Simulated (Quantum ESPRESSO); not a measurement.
## HfC: band-structure run (part 1 of 2)

- system: HfC (Fm-3m, 2 atoms in the cell)
- method: Kohn-Sham DFT of a periodic cell, PBE, spin-orbit coupling, PseudoDojo 0.4 FR PBE standard, no spin polarisation (Quantum ESPRESSO 7.5)

The structure derives from an entry of the Crystallography Open Database.

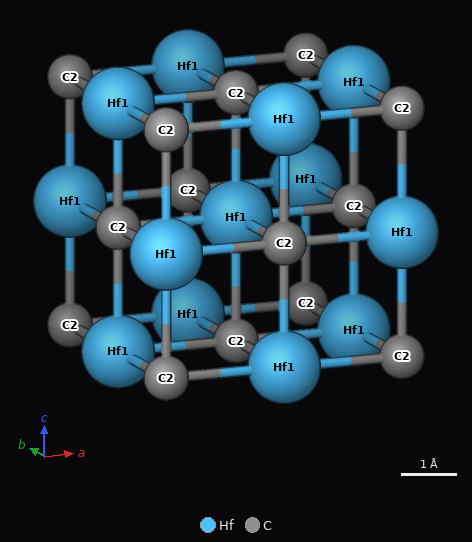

Fig. 1: The structure (ball-and-stick view of the cell 4 times as large as that of the calculation, set on its symmetry axes, seen slightly off an axis; atoms are numbered from 1 in the order of the input). An atom can appear more than once, as a periodic image. Near neighbours in the periodic cell (some may lie outside the picture): Hf has 6 C at 2.33 Å; C has 6 Hf at 2.33 Å.

### Key numbers

- outcome: converged
- space group (tolerance 0.01 Å): Fm-3m (225)
- electrons treated: 16
- free energy: −1704.1826 eV
- Fermi energy: 15.468 eV
- gap on the k-point mesh: none (metallic)
- pressure: 0.13 GPa
- largest force (length of the vector): under 0.001 eV/Å
- hardware: 1 thread of Arm Neoverse V2, 24 GiB of memory available, shared host
- wall time: 3 min
- peak memory: 0.16 GiB

### The input
```
&CONTROL
  calculation = 'scf'
  prefix = 'pwscf'
  outdir = './tmp'
  pseudo_dir = './pseudo'
  tprnfor = .true.
  tstress = .true.
  disk_io = 'low'
/
&SYSTEM
  ibrav = 0
  nat = 2
  ntyp = 2
  ecutwfc = 82
  nbnd = 28
  occupations = 'smearing'
  smearing = 'fd'
  degauss = 0.00367493
  noncolin = .true.
  lspinorb = .true.
/
&ELECTRONS
  conv_thr = 4d-10
  electron_maxstep = 120
  mixing_beta = 0.5
/
ATOMIC_SPECIES
Hf   178.4900 Hf.upf
C     12.0110 C.upf
CELL_PARAMETERS angstrom
   0.0000000000    2.3250000000    2.3250000000
   2.3250000000    0.0000000000    2.3250000000
   2.3250000000    2.3250000000    0.0000000000
ATOMIC_POSITIONS crystal
Hf     0.5000000000    0.5000000000    0.5000000000
C      0.0000000000    0.0000000000    0.0000000000
K_POINTS automatic
10 10 10 0 0 0
```

### File pp_density.in
```
&INPUTPP
  prefix = 'pwscf'
  outdir = './tmp'
  filplot = 'density.dat'
  plot_num = 0
/
&PLOT
  nfile = 1
  filepp(1) = 'density.dat'
  iflag = 3
  output_format = 6
  fileout = 'density.cube'
/
```

### File pp_potential.in
```
&INPUTPP
  prefix = 'pwscf'
  outdir = './tmp'
  filplot = 'potential.dat'
  plot_num = 11
/
&PLOT
  nfile = 1
  filepp(1) = 'potential.dat'
  iflag = 3
  output_format = 6
  fileout = 'potential.cube'
/
```

### File bands.in
```
&CONTROL
  calculation = 'bands'
  prefix = 'pwscf'
  outdir = './tmp'
  pseudo_dir = './pseudo'
  disk_io = 'low'
  verbosity = 'high'
/
&SYSTEM
  ibrav = 0
  nat = 2
  ntyp = 2
  ecutwfc = 82
  nbnd = 28
  occupations = 'smearing'
  smearing = 'fd'
  degauss = 0.00367493
  noncolin = .true.
  lspinorb = .true.
/
&ELECTRONS
  conv_thr = 1d-08
  electron_maxstep = 120
  mixing_beta = 0.5
  diago_full_acc = .true.
  startingwfc = 'random'
/
ATOMIC_SPECIES
Hf   178.4900 Hf.upf
C     12.0110 C.upf
CELL_PARAMETERS angstrom
   0.0000000000    2.3250000000    2.3250000000
   2.3250000000    0.0000000000    2.3250000000
   2.3250000000    2.3250000000    0.0000000000
ATOMIC_POSITIONS crystal
Hf     0.5000000000    0.5000000000    0.5000000000
C      0.0000000000    0.0000000000    0.0000000000
K_POINTS crystal
60
 0.0000000000  0.0000000000  0.0000000000 1
 0.0625000000  0.0000000000  0.0625000000 1
 0.1250000000  0.0000000000  0.1250000000 1
 0.1875000000  0.0000000000  0.1875000000 1
 0.2500000000  0.0000000000  0.2500000000 1
 0.3125000000  0.0000000000  0.3125000000 1
 0.3750000000  0.0000000000  0.3750000000 1
 0.4375000000  0.0000000000  0.4375000000 1
 0.5000000000  0.0000000000  0.5000000000 1
 0.5000000000  0.0625000000  0.5625000000 1
 0.5000000000  0.1250000000  0.6250000000 1
 0.5000000000  0.1875000000  0.6875000000 1
 0.5000000000  0.2500000000  0.7500000000 1
 0.4375000000  0.3125000000  0.7500000000 1
 0.3750000000  0.3750000000  0.7500000000 1
 0.3375000000  0.3375000000  0.6750000000 1
 0.3000000000  0.3000000000  0.6000000000 1
 0.2625000000  0.2625000000  0.5250000000 1
 0.2250000000  0.2250000000  0.4500000000 1
 0.1875000000  0.1875000000  0.3750000000 1
 0.1500000000  0.1500000000  0.3000000000 1
 0.1125000000  0.1125000000  0.2250000000 1
 0.0750000000  0.0750000000  0.1500000000 1
 0.0375000000  0.0375000000  0.0750000000 1
 0.0000000000  0.0000000000  0.0000000000 1
 0.0625000000  0.0625000000  0.0625000000 1
 0.1250000000  0.1250000000  0.1250000000 1
 0.1875000000  0.1875000000  0.1875000000 1
 0.2500000000  0.2500000000  0.2500000000 1
 0.3125000000  0.3125000000  0.3125000000 1
 0.3750000000  0.3750000000  0.3750000000 1
 0.4375000000  0.4375000000  0.4375000000 1
 0.5000000000  0.5000000000  0.5000000000 1
 0.5250000000  0.4500000000  0.5250000000 1
 0.5500000000  0.4000000000  0.5500000000 1
 0.5750000000  0.3500000000  0.5750000000 1
 0.6000000000  0.3000000000  0.6000000000 1
 0.6250000000  0.2500000000  0.6250000000 1
 0.5833333333  0.2500000000  0.6666666667 1
 0.5416666667  0.2500000000  0.7083333333 1
 0.5000000000  0.2500000000  0.7500000000 1
 0.5000000000  0.2857142857  0.7142857143 1
 0.5000000000  0.3214285714  0.6785714286 1
 0.5000000000  0.3571428571  0.6428571429 1
 0.5000000000  0.3928571429  0.6071428571 1
 0.5000000000  0.4285714286  0.5714285714 1
 0.5000000000  0.4642857143  0.5357142857 1
 0.5000000000  0.5000000000  0.5000000000 1
 0.4821428571  0.4821428571  0.5357142857 1
 0.4642857143  0.4642857143  0.5714285714 1
 0.4464285714  0.4464285714  0.6071428571 1
 0.4285714286  0.4285714286  0.6428571429 1
 0.4107142857  0.4107142857  0.6785714286 1
 0.3928571429  0.3928571429  0.7142857143 1
 0.3750000000  0.3750000000  0.7500000000 1
 0.6250000000  0.2500000000  0.6250000000 1
 0.5937500000  0.1875000000  0.5937500000 1
 0.5625000000  0.1250000000  0.5625000000 1
 0.5312500000  0.0625000000  0.5312500000 1
 0.5000000000  0.0000000000  0.5000000000 1
```

Run as:
```bash
OMP_NUM_THREADS=1 pw.x -in pw.in > pw.out
OMP_NUM_THREADS=1 pp.x -in pp_density.in > pp_density.out
OMP_NUM_THREADS=1 pp.x -in pp_potential.in > pp_potential.out
OMP_NUM_THREADS=1 pw.x -in bands.in > bands.out
```

### The program's output
```
This program is part of the open-source Quantum ESPRESSO suite
     for quantum simulation of materials; please cite
         "P. Giannozzi et al., J. Phys.:Condens. Matter 21 395502 (2009);
         "P. Giannozzi et al., J. Phys.:Condens. Matter 29 465901 (2017);
         "P. Giannozzi et al., J. Chem. Phys. 152 154105 (2020);
          URL
     in publications or presentations arising from this work. More details at

     Message from routine setup:
     using ibrav=0 with symmetry is DISCOURAGED, use correct ibrav instead

     G-vector sticks info
     --------------------
     sticks:   dense  smooth     PW     G-vecs:    dense   smooth      PW
     Sum         859     859    253                16889    16889    2741

     Using Slab Decomposition

     bravais-lattice index     =            0
     lattice parameter (alat)  =       6.2135  a.u.
     unit-cell volume          =     169.6272 (a.u.)^3
     number of atoms/cell      =            2
     number of atomic types    =            2
     number of electrons       =        16.00
     number of Kohn-Sham states=           28
     kinetic-energy cutoff     =      82.0000  Ry
     charge density cutoff     =     328.0000  Ry
     scf convergence threshold =      4.0E-10
     mixing beta               =       0.5000
     number of iterations used =            8  plain     mixing
     Exchange-correlation= PBE
                           (   1   4   3   4   0   0   0)
     Non magnetic calculation with spin-orbit

     celldm(1)=   6.213507  celldm(2)=   0.000000  celldm(3)=   0.000000
     celldm(4)=   0.000000  celldm(5)=   0.000000  celldm(6)=   0.000000

     crystal axes: (cart. coord. in units of alat)
               a(1) = (   0.000000   0.707107   0.707107 )
               a(2) = (   0.707107   0.000000   0.707107 )
               a(3) = (   0.707107   0.707107   0.000000 )

     reciprocal axes: (cart. coord. in units 2 pi/alat)
               b(1) = ( -0.707107  0.707107  0.707107 )
               b(2) = (  0.707107 -0.707107  0.707107 )
               b(3) = (  0.707107  0.707107 -0.707107 )

     PseudoPot. # 1 for Hf read from file:
     Hf.upf
     Pseudo is Norm-conserving + core correction, Zval = 12.0
     Generated using ONCVPSP code by D. R. Hamann
     Using radial grid of 1716 points, 14 beta functions with:
                l(1) =   0
                l(2) =   0
                l(3) =   1
                l(4) =   1
                l(5) =   1
                l(6) =   1
                l(7) =   2
                l(8) =   2
                l(9) =   2
               l(10) =   2
               l(11) =   3
               l(12) =   3
               l(13) =   3
               l(14) =   3

     PseudoPot. # 2 for C  read from file:
     C.upf
     Pseudo is Norm-conserving + core correction, Zval =  4.0
     Generated using ONCVPSP code by D. R. Hamann
     Using radial grid of 1248 points,  6 beta functions with:
                l(1) =   0
                l(2) =   0
                l(3) =   1
                l(4) =   1
                l(5) =   1
                l(6) =   1

     atomic species   valence    mass     pseudopotential
     Hf               12.00   178.49000     Hf( 1.00)
     C                 4.00    12.01100     C ( 1.00)

     48 Sym. Ops., with inversion, found

   Cartesian axes

     site n.     atom                  positions (alat units)
         1        Hf     tau(   1) = (   0.7071068   0.7071068   0.7071068  )
         2        C      tau(   2) = (   0.0000000   0.0000000   0.0000000  )

     number of k points=    47  Fermi-Dirac smearing, width (Ry)=  0.0037
                       cart. coord. in units 2pi/alat
        k(    1) = (   0.0000000   0.0000000   0.0000000), wk =   0.0010000
        k(    2) = (   0.0707107   0.0707107  -0.0707107), wk =   0.0080000
        k(    3) = (   0.1414214   0.1414214  -0.1414214), wk =   0.0080000
        k(    4) = (   0.2121320   0.2121320  -0.2121320), wk =   0.0080000
        k(    5) = (   0.2828427   0.2828427  -0.2828427), wk =   0.0080000
        k(    6) = (  -0.3535534  -0.3535534   0.3535534), wk =   0.0040000
        k(    7) = (   0.1414214  -0.0000000   0.0000000), wk =   0.0060000
        k(    8) = (   0.2121320   0.0707107  -0.0707107), wk =   0.0240000
        k(    9) = (   0.2828427   0.1414214  -0.1414214), wk =   0.0240000
        k(   10) = (   0.3535534   0.2121320  -0.2121320), wk =   0.0240000
        k(   11) = (  -0.2828427  -0.4242641   0.4242641), wk =   0.0240000
        k(   12) = (  -0.2121320  -0.3535534   0.3535534), wk =   0.0240000
        k(   13) = (  -0.1414214  -0.2828427   0.2828427), wk =   0.0240000
        k(   14) = (  -0.0707107  -0.2121320   0.2121320), wk =   0.0240000
        k(   15) = (   0.0000000  -0.1414214   0.1414214), wk =   0.0120000
        k(   16) = (   0.2828427  -0.0000000   0.0000000), wk =   0.0060000
        k(   17) = (   0.3535534   0.0707107  -0.0707107), wk =   0.0240000
        k(   18) = (   0.4242641   0.1414214  -0.1414214), wk =   0.0240000
        k(   19) = (  -0.2121320  -0.4949747   0.4949747), wk =   0.0240000
        k(   20) = (  -0.1414214  -0.4242641   0.4242641), wk =   0.0240000
        k(   21) = (  -0.0707107  -0.3535534   0.3535534), wk =   0.0240000
        k(   22) = (   0.0000000  -0.2828427   0.2828427), wk =   0.0120000
        k(   23) = (   0.4242641   0.0000000  -0.0000000), wk =   0.0060000
        k(   24) = (   0.4949747   0.0707107  -0.0707107), wk =   0.0240000
        k(   25) = (  -0.1414214  -0.5656854   0.5656854), wk =   0.0240000
        k(   26) = (  -0.0707107  -0.4949747   0.4949747), wk =   0.0240000
        k(   27) = (  -0.0000000  -0.4242641   0.4242641), wk =   0.0120000
        k(   28) = (   0.5656854  -0.0000000   0.0000000), wk =   0.0060000
        k(   29) = (  -0.0707107  -0.6363961   0.6363961), wk =   0.0240000
        k(   30) = (   0.0000000  -0.5656854   0.5656854), wk =   0.0120000
        k(   31) = (  -0.7071068   0.0000000   0.0000000), wk =   0.0030000
        k(   32) = (   0.2828427   0.1414214   0.0000000), wk =   0.0240000
        k(   33) = (   0.3535534   0.2121320  -0.0707107), wk =   0.0480000
        k(   34) = (  -0.2828427  -0.4242641   0.5656854), wk =   0.0480000
        k(   35) = (  -0.2121320  -0.3535534   0.4949747), wk =   0.0240000
        k(   36) = (   0.4242641   0.1414214  -0.0000000), wk =   0.0240000
        k(   37) = (  -0.2121320  -0.4949747   0.6363961), wk =   0.0480000
        k(   38) = (  -0.1414214  -0.4242641   0.5656854), wk =   0.0480000
        k(   39) = (  -0.0707107  -0.3535534   0.4949747), wk =   0.0480000
        k(   40) = (   0.0000000  -0.2828427   0.4242641), wk =   0.0240000
        k(   41) = (  -0.1414214  -0.5656854   0.7071068), wk =   0.0240000
        k(   42) = (  -0.0707107  -0.4949747   0.6363961), wk =   0.0480000
        k(   43) = (   0.0000000  -0.4242641   0.5656854), wk =   0.0240000
        k(   44) = (  -0.7071068   0.1414214   0.0000000), wk =   0.0120000
        k(   45) = (  -0.1414214  -0.4242641   0.7071068), wk =   0.0240000
        k(   46) = (  -0.0707107  -0.3535534   0.6363961), wk =   0.0240000
        k(   47) = (  -0.7071068   0.2828427   0.0000000), wk =   0.0120000

     Dense  grid:    16889 G-vectors     FFT dimensions: (  36,  36,  36)

     Initial potential from superposition of free atoms

     starting charge      15.9981, renormalised to      16.0000
     Starting wfcs are   28 randomized atomic wfcs

     Self-consistent Calculation

     iteration #  1     ecut=    82.00 Ry     beta= 0.50
     Davidson diagonalization with overlap
     ethr =  1.00E-02,  avg # of iterations =  3.0

     total energy              =    -125.02712246 Ry
     estimated scf accuracy    <       0.59860904 Ry

     iteration #  2     ecut=    82.00 Ry     beta= 0.50
     Davidson diagonalization with overlap
     ethr =  3.74E-03,  avg # of iterations =  2.1

     total energy              =    -125.21251948 Ry
     estimated scf accuracy    <       0.25910669 Ry

     iteration #  3     ecut=    82.00 Ry     beta= 0.50
     Davidson diagonalization with overlap
     ethr =  1.62E-03,  avg # of iterations =  1.6

     total energy              =    -125.25364926 Ry
     estimated scf accuracy    <       0.00378096 Ry

     iteration #  4     ecut=    82.00 Ry     beta= 0.50
     Davidson diagonalization with overlap
     ethr =  2.36E-05,  avg # of iterations =  4.6

     total energy              =    -125.25504893 Ry
     estimated scf accuracy    <       0.00134818 Ry

     iteration #  5     ecut=    82.00 Ry     beta= 0.50
     Davidson diagonalization with overlap
     ethr =  8.43E-06,  avg # of iterations =  1.4

     total energy              =    -125.25510422 Ry
     estimated scf accuracy    <       0.00018986 Ry

     iteration #  6     ecut=    82.00 Ry     beta= 0.50
     Davidson diagonalization with overlap
     ethr =  1.19E-06,  avg # of iterations =  2.6

     total energy              =    -125.25510667 Ry
     estimated scf accuracy    <       0.00002393 Ry

     iteration #  7     ecut=    82.00 Ry     beta= 0.50
     Davidson diagonalization with overlap
     ethr =  1.50E-07,  avg # of iterations =  2.0

     total energy              =    -125.25511197 Ry
     estimated scf accuracy    <       0.00000051 Ry

     iteration #  8     ecut=    82.00 Ry     beta= 0.50
     Davidson diagonalization with overlap
     ethr =  3.22E-09,  avg # of iterations =  2.9

     total energy              =    -125.25511212 Ry
     estimated scf accuracy    <          4.4E-09 Ry

     iteration #  9     ecut=    82.00 Ry     beta= 0.50
     Davidson diagonalization with overlap
     ethr =  2.72E-11,  avg # of iterations =  3.7

     total energy              =    -125.25511212 Ry
     estimated scf accuracy    <       0.00000005 Ry

     iteration # 10     ecut=    82.00 Ry     beta= 0.50
     Davidson diagonalization with overlap
     ethr =  2.72E-11,  avg # of iterations =  2.4

     total energy              =    -125.25511212 Ry
     estimated scf accuracy    <          8.4E-10 Ry

     iteration # 11     ecut=    82.00 Ry     beta= 0.50
     Davidson diagonalization with overlap
     ethr =  5.23E-12,  avg # of iterations =  2.0

     End of self-consistent calculation

          k = 0.0000 0.0000 0.0000 (  2109 PWs)   bands (ev):

   -45.4923 -45.4923 -19.6851 -19.6851 -11.8672 -11.8672 -11.8672 -11.8672
     3.1082   3.1082  16.2907  16.2907  16.4853  16.4853  16.4853  16.4853
    16.7171  16.7171  16.7171  16.7171  17.0104  17.0104  18.8670  18.8670
    18.8670  18.8670  22.2168  22.2168

          k = 0.0707 0.0707-0.0707 (  2106 PWs)   bands (ev):

   -45.4884 -45.4884 -19.7004 -19.7004 -11.9298 -11.9298 -11.8752 -11.8752
     3.3589   3.3589  15.0449  15.0449  15.4212  15.4212  15.4422  15.4422
    17.2125  17.2125  17.2134  17.2134  17.6440  17.6440  19.9421  19.9421
    19.9525  19.9525  22.7615  22.7615

          k = 0.1414 0.1414-0.1414 (  2127 PWs)   bands (ev):

   -45.4781 -45.4781 -19.7408 -19.7408 -12.0881 -12.0881 -11.8960 -11.8960
     4.0592   4.0592  13.2673  13.2673  14.1644  14.1644  14.2154  14.2154
    17.9028  17.9028  17.9718  17.9718  18.2299  18.2299  21.9062  21.9062
    21.9363  21.9363  23.8995  23.8995

          k = 0.2121 0.2121-0.2121 (  2121 PWs)   bands (ev):

   -45.4655 -45.4655 -19.7910 -19.7910 -12.2733 -12.2733 -11.9214 -11.9214
     5.0731   5.0731  11.5417  11.5417  13.1878  13.1878  13.2575  13.2575
    18.7323  18.7323  19.0505  19.0505  19.1538  19.1538  23.9878  23.9878
    24.0432  24.0432  24.5218  24.5218

          k = 0.2828 0.2828-0.2828 (  2117 PWs)   bands (ev):

   -45.4552 -45.4552 -19.8319 -19.8319 -12.4156 -12.4156 -11.9418 -11.9418
     6.1919   6.1919  10.0515  10.0515  12.5814  12.5814  12.6624  12.6624
    19.8299  19.8299  20.1793  20.1793  20.3145  20.3145  23.4461  23.4461
    25.8493  25.8493  25.8887  25.8887

          k =-0.3536-0.3536 0.3536 (  2120 PWs)   bands (ev):

   -45.4513 -45.4513 -19.8476 -19.8476 -12.4684 -12.4684 -11.9495 -11.9495
     6.8558   6.8558   9.2761   9.2761  12.3765  12.3765  12.4612  12.4612
    20.7064  20.7064  20.7235  20.7235  21.3022  21.3022  21.9247  21.9247
    26.8359  26.8359  26.8493  26.8493

          k = 0.1414-0.0000 0.0000 (  2121 PWs)   bands (ev):

   -45.4871 -45.4871 -19.7055 -19.7055 -11.9329 -11.9329 -11.8953 -11.8953
     3.4342   3.4342  14.4868  14.4868  15.4763  15.4763  15.6603  15.6603
    16.3652  16.3652  18.0702  18.0702  18.2184  18.2184  19.0249  19.0249
    20.5177  20.5177  23.1506  23.1506

          k = 0.2121 0.0707-0.0707 (  2122 PWs)   bands (ev):

   -45.4790 -45.4790 -19.7373 -19.7373 -12.0527 -12.0527 -11.9176 -11.9176
     3.9577   3.9577  13.1922  13.1922  14.4911  14.4911  14.8403  14.8403
    16.6456  16.6456  18.5960  18.5960  18.8778  18.8778  20.3551  20.3551
    21.7866  21.7866  24.4233  24.4233

          k = 0.2828 0.1414-0.1414 (  2124 PWs)   bands (ev):
```
